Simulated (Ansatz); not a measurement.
# Geometry relaxation, with input and output: CoSi$_{2}$ (part 2 of 2)

The same run, continued: CoSi$_{2}$ (3 atoms in the cell); DFT, PBEsol, PAW with Ansatz's default frozen-core files, scalar-relativistic, no spin polarisation (Ansatz 0.2.0); cutoff 420 eV, 11×11×11 k-mesh, Fermi–Dirac smearing of 0.1 eV. The structure was built on a prototype by a generator; it need not be a known phase. It belongs to a series of runs on one base structure; here: cell relaxed at zero pressure.

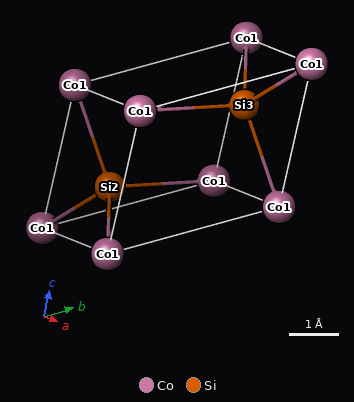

Fig. 1: The geometry at step 3 of the log (ball-and-stick view of the cell of the calculation, seen slightly off an axis; atoms are numbered from 1 in the order of the input).

```
basis re-selected at this cell: Δ(F+E_penalty+E_count) = -2.006e-4 eV, ΔP = +0.012 GPa vs the last step (what re-selecting the basis moved, of the pressure what is left beyond the Pulay correction that the steps carried, after the strain that the cell walked since its last selection, with what the two solves' SCF thresholds leave and, on support functions, any second-order correction that the steps lacked; it is no measure of the basis error at this ecutwfc). This SCF's stress stands 2.71e-2 GPa from its target on what of the cell is left free (relax.cell.stress_tol is 5.00e-2 GPa) and its largest allowed force component is 1.76e-16 eV/Å (relax.f_tol is 5.00e-3 eV/Å): within both
SCF converged after 7 iterations
Free energy (F): -6337.738365 eV
Harris-Foulkes:  -6337.738365 eV  (|F-HF|=5.46e-12)
Internal energy: -6337.705132 eV  (E = F + TS)
E sigma→0 (E₀):  -6337.721748 eV
Entropy (-TS):   -0.033233 eV (-11.078 meV/atom)
Fermi energy:    13.186451 eV
--- Per-component energies (eV) ---
  E_band       = -276.983305
  E_kinetic    = 549.738286
  E_local      = -4069.529935  (includes V_loc(G=0)·N_el)
  E_nonlocal   = 503.760899
  E_hartree    = 1770.289915
  E_xc         = -272.859656
  E_vxc        = -305.926586  (∫ρ·V_xc dr)
  E_paw        = -2481.864315  (= ΣΔE_a)
  E_vpaw       = -495.606088  (= ΣTr[D̂ρ^β])
  E_aug_tail   = 0.000074  (compensation charges beyond the density's cutoff)
  E_ewald      = -2337.491941
  E_core_change = 0.251541  (= ΣΔE_core)
  E_smearing   = -0.033233  (= −TS)
  E_closure    = -0.000000  (closes the sum)
  Σ components = -6337.738365   (vs F -6337.738365, Δ=0.00e0)
--- Forces (eV/Å), atoms counted from 1 ---
  atom   1  Co     0.00000000     0.00000000     0.00000000
  atom   2  Si     0.00000000     0.00000000     0.00000000
  atom   3  Si    -0.00000000    -0.00000000    -0.00000000
  max |Σ_I F_I| component: 1.85e-17 eV/Å
--- Stress (GPa, compression-positive) ---
        0.027080      -0.000000       0.000000
       -0.000000       0.027080      -0.000000
        0.000000      -0.000000       0.027080
  P = ⅓ Tr σ = 0.0271 GPa (0.271 kbar)
--- Band table (eV; the first three rows and the last of 56) ---
  k-point 0: bands = ["-81.3136", "-44.7735", "-44.7735", "-44.7735", "-0.1429", "8.9779", "8.9779", "8.9779", "11.1900", "11.1900", "14.1985", "16.5930", "16.5930", "16.5930", "16.7245", "16.7245", "16.7245"]
  k-point 1: bands = ["-81.3136", "-44.7737", "-44.7735", "-44.7735", "-0.0147", "8.6795", "9.0234", "9.0234", "11.1510", "11.1510", "14.2103", "15.1541", "15.8291", "15.8291", "17.5253", "17.5253", "18.3523"]
  k-point 2: bands = ["-81.3136", "-44.7743", "-44.7736", "-44.7736", "0.3668", "7.8862", "9.1458", "9.1458", "11.0720", "11.0720", "13.1448", "15.0185", "15.0185", "15.2385", "17.5457", "17.5457", "18.2048"]
  k-point 55: bands = ["-81.3136", "-44.7755", "-44.7753", "-44.7745", "4.8711", "4.9152", "6.8486", "7.5099", "10.6577", "10.8069", "11.2208", "11.7085", "12.4721", "16.4100", "17.3681", "18.9665", "20.1812"]
--- Relaxed structure (3 steps of the walk, 3 accepted, 1 SCFs on fresh bases) ---
  F+E_penalty+E_count = -6337.73836481 eV   max|allowed force component| = 1.758e-16 eV/Å   (the final SCF, on the basis selected at the relaxed cell)
  cell:  # Å, volume = 37.4822 Å³
    - [-2.2929174148030154e-34, 2.6562259186190103, 2.6562259186190103]
    - [2.6562259186190103, 2.6750703172701844e-34, 2.6562259186190103]
    - [2.6562259186190103, 2.6562259186190103, 2.4203017156254052e-34]
  atoms:
    - { symbol: Co, position: [-5.478957023704479e-35, 5.838957658115032e-35, 2.7000047580791533e-35] }
    - { symbol: Si, position: [0.25000000000000006, 0.25000000000000006, 0.25000000000000006] }
    - { symbol: Si, position: [0.75, 0.75, 0.75] }
```

File rho_z.tsv:
```
# z_ang	rho[e/angstrom^3]
# format = ansatz-planar-average/11
# lattice	-0.000000000	2.656225919	2.656225919
# lattice	2.656225919	0.000000000	2.656225919
# lattice	2.656225919	2.656225919	0.000000000
# sites	3
# site	27	0.000000000	-0.000000000	0.000000000
# site	14	1.328112959	1.328112959	1.328112959
# site	14	3.984338878	3.984338878	3.984338878
0.000000	2.086131e0
0.139129	1.909368e0
0.278257	1.492376e0
0.417386	1.051737e0
0.556514	7.198535e-1
0.695643	5.108941e-1
0.834771	3.889643e-1
0.973900	3.198525e-1
1.113028	2.825007e-1
1.252157	2.638068e-1
1.391285	2.558678e-1
1.530414	2.542221e-1
1.669543	2.552956e-1
1.808671	2.564707e-1
1.947800	2.564707e-1
2.086928	2.552956e-1
2.226057	2.542221e-1
2.365185	2.558678e-1
2.504314	2.638068e-1
2.643442	2.825007e-1
2.782571	3.198525e-1
2.921699	3.889643e-1
3.060828	5.108941e-1
3.199957	7.198535e-1
3.339085	1.051737e0
3.478214	1.492376e0
3.617342	1.909368e0
```

Trajectory as extended XYZ (Å, eV, eV/Å), 4 frames, from step=1 to step=4:
```
3
Lattice="0.0000 2.6470 2.6470 2.6470 0.0000 2.6470 2.6470 2.6470 0.0000" Properties=species:S:1:pos:R:3:forces:R:3 step=1 energy=-6337.73584 pressure_GPa=2.09
Co    0.0000    0.0000    0.0000    0.0000   0.0000   0.0000
Si    1.3235    1.3235    1.3235    0.0000   0.0000   0.0000
Si    3.9706    3.9706    3.9706    0.0000   0.0000   0.0000
3
Lattice="0.0000 2.6523 2.6523 2.6523 0.0000 2.6523 2.6523 2.6523 0.0000" Properties=species:S:1:pos:R:3:forces:R:3 step=2 energy=-6337.73779 pressure_GPa=0.88
Co    0.0000    0.0000    0.0000    0.0000   0.0000   0.0000
Si    1.3262    1.3262    1.3262    0.0000   0.0000   0.0000
Si    3.9785    3.9785    3.9785    0.0000   0.0000   0.0000
3
Lattice="0.0000 2.6562 2.6562 2.6562 0.0000 2.6562 2.6562 2.6562 0.0000" Properties=species:S:1:pos:R:3:forces:R:3 step=3 energy=-6337.73816 pressure_GPa=0.02
Co    0.0000    0.0000    0.0000    0.0000   0.0000   0.0000
Si    1.3281    1.3281    1.3281    0.0000   0.0000   0.0000
Si    3.9843    3.9843    3.9843    0.0000   0.0000   0.0000
3
Lattice="0.0000 2.6562 2.6562 2.6562 0.0000 2.6562 2.6562 2.6562 0.0000" Properties=species:S:1:pos:R:3:forces:R:3 step=4 energy=-6337.73837 pressure_GPa=0.03
Co    0.0000    0.0000    0.0000    0.0000   0.0000   0.0000
Si    1.3281    1.3281    1.3281    0.0000   0.0000   0.0000
Si    3.9843    3.9843    3.9843    0.0000   0.0000   0.0000
```

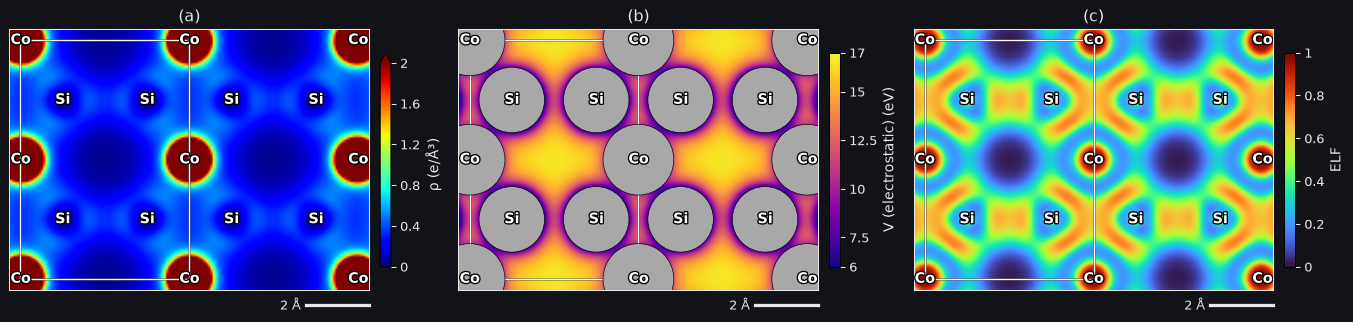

Fig. 2: (a) valence charge density (pseudo); (b) electrostatic potential energy of an electron; (c) ELF on the (011) plane of the conventional cell. Grey discs, where drawn, cover atomic cores. The section cuts through Co and Si sites. Co–Si (2.30 Å): the density is about 0.51 e/Å³ at the midpoint; the ELF is about 0.50 at the midpoint. Away from the nuclei the density in this plane falls to 0.04 e/Å³ at its lowest. The strong features right at Co lie inside the PAW spheres (semicore, d or f shells) and say nothing about bonding. Outside the cores the potential energy rises away from the atoms and is highest about 2.3 Å from the nearest atoms; outside the discs it spans about 10 eV, and its zero is arbitrary. In a PAW calculation such maps are meaningful between the atoms, not at the nuclei.

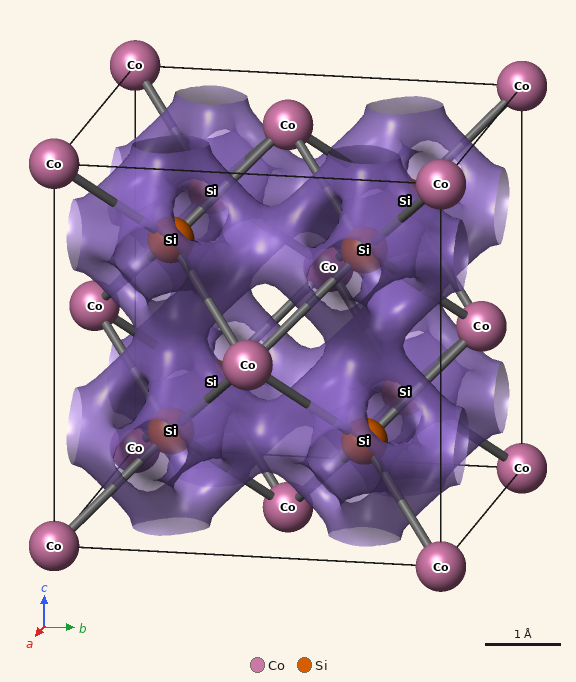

Fig. 3: Isosurface of the electron localisation function at 0.55 (purple), seen slightly off an axis. Only the valence region is drawn (cores and ρ < 0.01 e/Å³ removed). Sticks mark near contacts. The outline is the cell set on symmetry axes. Along the contacts the grid gives the following. Co–Si (2.30 Å): the ELF is about 0.50 at the midpoint.

The run was set up as follows.

The input:
```yaml
crystal:
  lattice:
    - [0.0, 2.647034466, 2.647034466]
    - [2.647034466, 0.0, 2.647034466]
    - [2.647034466, 2.647034466, 0.0]
  atoms:
    - { symbol: Co, position: [0.0, 0.0, 0.0] }
    - { symbol: Si, position: [0.25, 0.25, 0.25] }
    - { symbol: Si, position: [0.75, 0.75, 0.75] }
kpoints:
  mp_grid: { grid: [11, 11, 11] }
scf:
  occupations: { method: fermi_dirac, width: 0.1 }
hamiltonian:
  xc: pbesol
  pseudopotentials: { kind: paw }
output:
  forces: true
  stress: true
  write_density: true
  write_potential: true
  elf: true
  volumetric_format: npy
relax:
  f_tol: 0.005
  max_steps: 40
  cell: {}
```

Command:
```bash
ansatz run input.yaml --threads 1 --pin off --max-ram 3072MiB --backend cpu --events-out ev --progress --plain --runs-dir out
```

Results in brief:

```json
{"quantity": "outcome", "value": "converged"}
{"quantity": "space group (tolerance 0.01 Å)", "value": "Fm-3m (225)"}
{"quantity": "electrons treated", "value": "25"}
{"quantity": "free energy", "value": "−6337.7384 eV"}
{"quantity": "Fermi energy", "value": "13.186 eV"}
{"quantity": "pressure", "value": "0.03 GPa"}
{"quantity": "final volume", "value": "37.48 Å³"}
{"quantity": "largest force (length of the vector) at the end", "value": "under 0.001 eV/Å"}
{"quantity": "final cell", "value": "a = 3.756 Å, b = 3.756 Å, c = 3.756 Å, α = 60.00°, β = 60.00°, γ = 60.00°"}
{"quantity": "hardware", "value": "1 thread of Arm Neoverse V1, 24 GiB of memory available, shared host"}
{"quantity": "wall time", "value": "11 s"}
{"quantity": "peak memory", "value": "0.34 GiB"}
```

Notes:

The run has no spin polarisation, so a magnetic state may lie lower.
